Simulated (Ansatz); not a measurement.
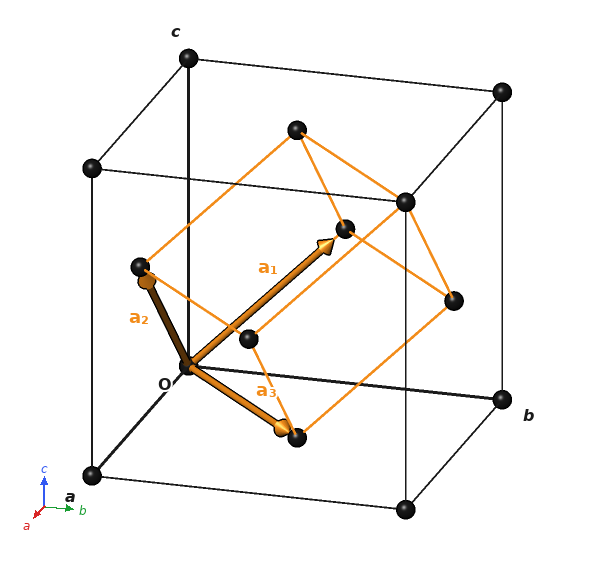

For PbS2, the geometry relaxed with DFT, r2SCAN+rVV10, plane waves, PAW (Ansatz 0.2.0): the conventional cell (thin) and a primitive cell (coloured, vectors a₁, a₂, a₃), with the lattice points alone. Geometry calculated from the standardised cell; symmetry tolerance 0.002 Å.

a = 6.688 Å, b = 6.688 Å, c = 6.688 Å, α = 90.00°, β = 90.00°, γ = 90.00°.

### What is the centring, and how are the primitive vectors built?

F, face-centred cubic, with lattice points at (0, 0, 0), (1/2, 1/2, 0), (1/2, 0, 1/2), (0, 1/2, 1/2). a₁ = 1/2 b + 1/2 c; a₂ = 1/2 a + 1/2 c; a₃ = 1/2 a + 1/2 b.

### Give the primitive cell's size and content.

Edges 4.729, 4.729, 4.729 Å; angles 60.00°, 60.00°, 60.00°; volume 74.78 Å³, 1/4 of the conventional cell; 3 of its 12 atoms.
